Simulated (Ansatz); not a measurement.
**A Fermi-surface study of Be in space group P4_2/mnm**

Input

```yaml
crystal:
  lattice:
    - [3.746814, 0.0, 0.0]
    - [0.0, 3.746814, 0.0]
    - [0.0, 0.0, 2.28128]
  atoms:
    - { symbol: Be, position: [0.297408, 0.297408, 0.0] }
    - { symbol: Be, position: [0.702592, 0.702592, 0.0] }
    - { symbol: Be, position: [0.202592, 0.797408, 0.5] }
    - { symbol: Be, position: [0.797408, 0.202592, 0.5] }
basis:
  ecutwfc: 420
kpoints:
  mp_grid: { grid: [10, 10, 18] }
hamiltonian:
  xc: pbe
scf:
  occupations: { method: gaussian, width: 0.05 }
output:
  forces: true
  eigenvalues: true
  eigenstates:
    nscf_kmesh: { grid: [20, 20, 32] }
    top_band: c6
    de_dk: true
    localisation: false
  stress: true
checkpoint:
  write: ck
  compress: false
  write_wavefunctions: false
  write_every: 100000
```

Run with:

```sh
ansatz run input.yaml --threads 1 --pin off --max-ram 3072MiB --backend cpu --events-out ev --progress --plain --runs-dir out
```

Level of theory: DFT PBE, scalar-relativistic, plane waves, PAW; levels and slopes on a dense k mesh at the converged density in Ansatz 0.2.0. No spin polarisation. k mesh for the levels: 20×20×32. Unrelaxed database geometry. The cell comes from a database of computed structures, not from a measurement.

### 1. The sheets

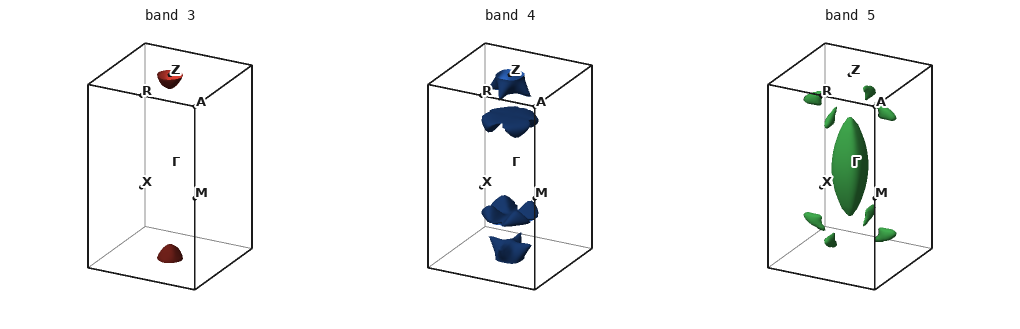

Fermi surface of this crystal. Each panel holds one band. The brighter face of a sheet looks towards empty states.

**Summarise the topology of this Fermi surface.**

Three bands cross the Fermi level; this is a three-dimensional metal.

Band 3: one hole pocket centred at Z (0.29 % of the zone).
Band 4: one hole pocket centred at Z (0.88 % of the zone) and two hole pockets on the Γ–Z line (each 0.65 % of the zone).
Band 5: one electron pocket centred at Γ (2.1 % of the zone) and eight electron pockets away from the named points and lines, no more than about three mesh steps wide (each 0.04 % of the zone).
A pocket cut by a face of the zone is counted once with the part on the opposite face.

**How large are the density of states and the plasma frequency?**

The density of states at the Fermi level is 0.36 states/eV per primitive cell. The intraband plasma frequency is 4.0 eV in all directions.

### 2. Quantum oscillations

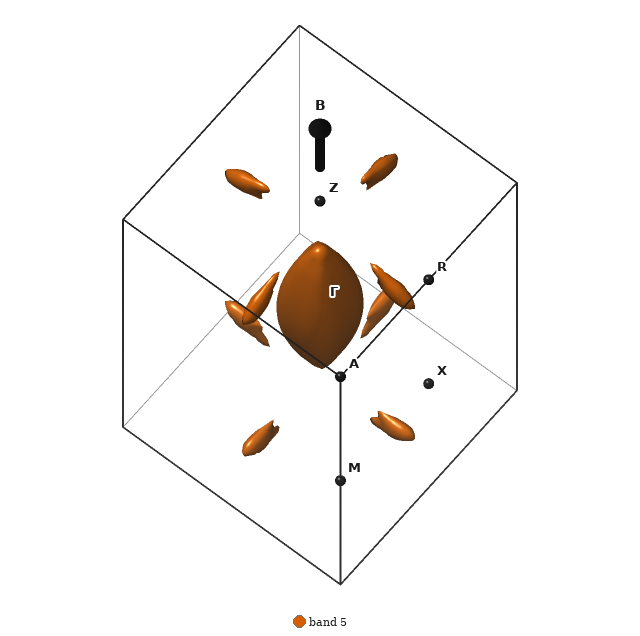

A band of this crystal with a closed pocket at the Fermi level (other bands may have more); the arrow B points along [001]. One band is drawn. The brighter face of a sheet looks towards empty states. Conventional cell: a = 3.75 Å, b = 3.75 Å, c = 2.28 Å, α = 90.00°, β = 90.00°, γ = 90.00°.

**Estimate the largest cross-section normal to [001], and the quantum-oscillation frequency for a field along [001], of the pocket of band 5 at Γ.**

The electron pocket of band 5 at Γ: about 0.19 Å⁻², so F = ħA/2πe ≈ 2.0 kT; it holds 0.043 electrons per cell.

### 3. Speeds

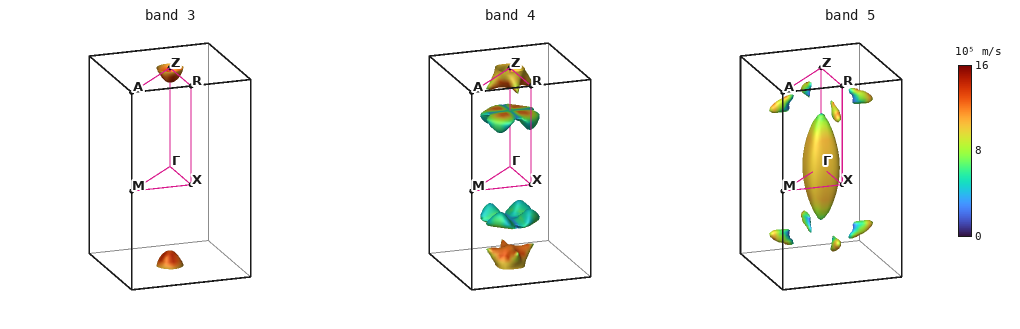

Fermi surface of this crystal, coloured by the Fermi speed.

**How fast are the electrons on each sheet?**

Band 3: 10 to 14 × 10⁵ m/s over most of the sheet, 12 × 10⁵ m/s on average over states. Band 4: 3.4 to 13 × 10⁵ m/s over most of the sheet, 6.9 × 10⁵ m/s on average over states. Band 5: 4.8 to 11 × 10⁵ m/s over most of the sheet, 8.9 × 10⁵ m/s on average over states.

**Which of these bands adds most to the density of states at the Fermi level?**

Band 4, with 0.21 of 0.36 states/eV per cell.

### 4. Nesting

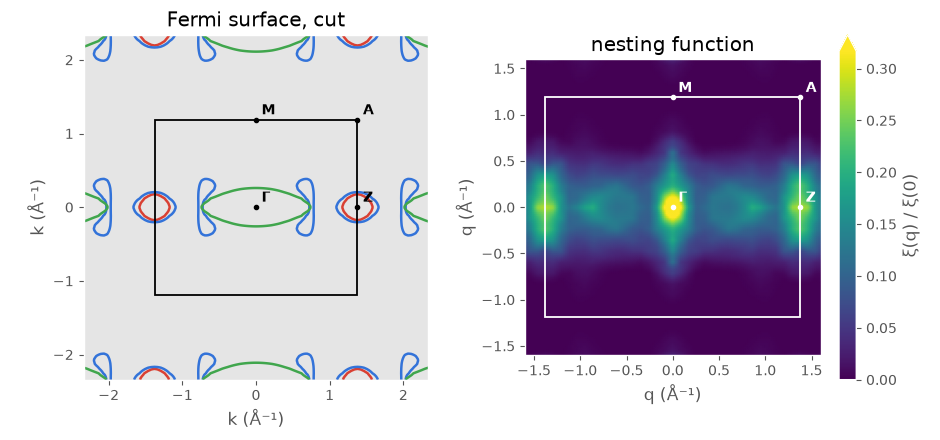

This crystal: a cut of the Fermi surface and the nesting function ξ(q) = Σ δ(ε_k) δ(ε_k+q) over all sheets (each δ a Gaussian as wide as the level changes between mesh points, at least 0.03 eV; heights depend on it), both in the plane through Γ, Z and M.

**Where is the strongest nesting away from q = 0?**

The highest maximum lies at Z, at q = (0.00, 0.00, −0.50) in units of the primitive reciprocal vectors. It reaches 0.29 of the value at q = 0, against a mean of 0.04. A peak of ξ alone doesn't prove an instability there.

### 5. Cuts and bands

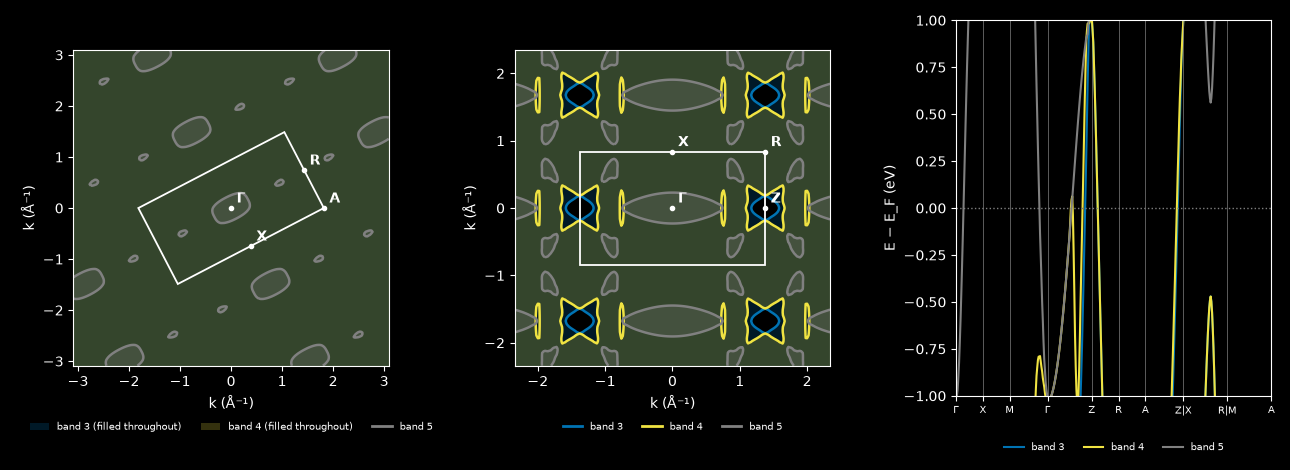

This crystal: cuts through the Fermi surface in the plane through Γ, A and R and the plane through Γ, Z and R, filled states shaded, and the bands that cross the Fermi level.

**Give each band's level at the labelled points, in eV from the Fermi level.**

| band | Γ | Z | M | A | R | X |
| --- | --- | --- | --- | --- | --- | --- |
| band 3 | below | above | below | below | below | below |
| band 4 | below | above | below | below | below | below |
| band 5 | below | above | above | above | above | above |

Negative values are filled states; "above" and "below" lie outside the plotted window.

Necks and pockets thinner than about two mesh steps aren't resolved, so separate pockets may in truth be joined.

The run (self-consistency and the dense mesh) took 18 s on 1 thread of Arm Neoverse V1 (shared host), peak memory 0.43 GiB.
